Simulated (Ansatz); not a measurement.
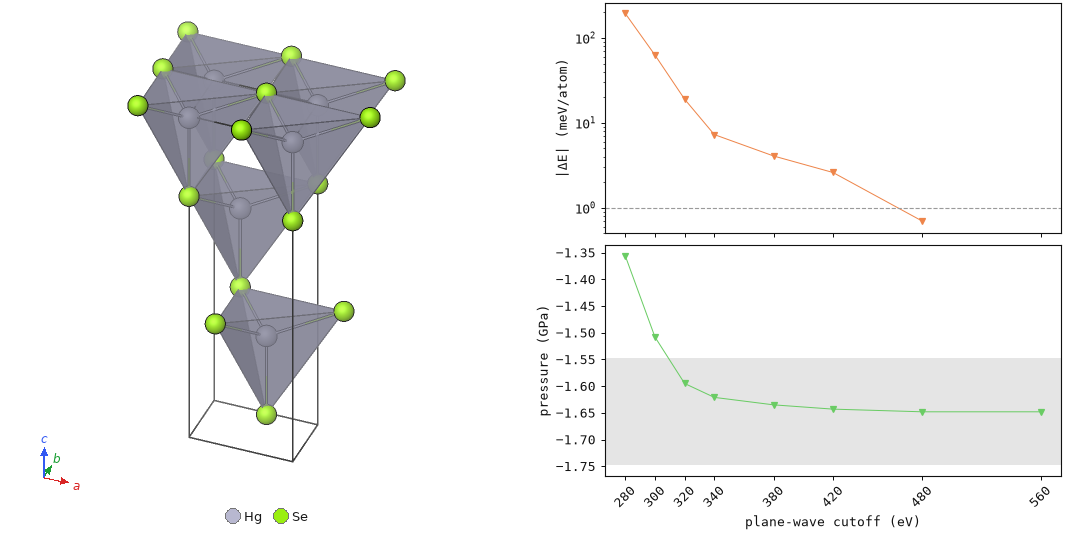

Beside the plot: the structure in its conventional cell.

Convergence test: the plane-wave cutoff (density cutoff scaled with it) is varied and all else is held.
System: HgSe (R3m, 2 atoms in the cell).
Method: Ansatz 0.2.0 development build, HSE06, plane waves, PAW datasets; 4×4×4 k-mesh, Fermi–Dirac smearing of 0.1 eV.
ΔE is the free energy less its value at the largest setting, 560 eV.
Dashed lines or grey bands mark the tolerance: 1 meV/atom and 0.1 GPa.
The pressure holds the program's Pulay correction for the finite basis; without it, low cutoffs would be much further off.
The atoms sit off their equilibrium sites.

Question: What is enough for the free energy to 1 meV/atom?

Answer: The free energy is within 1 meV/atom of the largest setting's value from 480 eV on. It is off by 190 meV/atom at 280 eV, 7.3 meV/atom at 340 eV and 2.6 meV/atom at 420 eV (always above it). The smaller bases give higher energies, which fall towards the limit as the basis grows.

Question: How does the pressure behave (tolerance 0.1 GPa)?

Answer: The pressure is within 0.1 GPa of the largest setting's value from 320 eV on. It is −1.36 GPa at 280 eV, −1.51 GPa at 300 eV and −1.65 GPa at 560 eV.
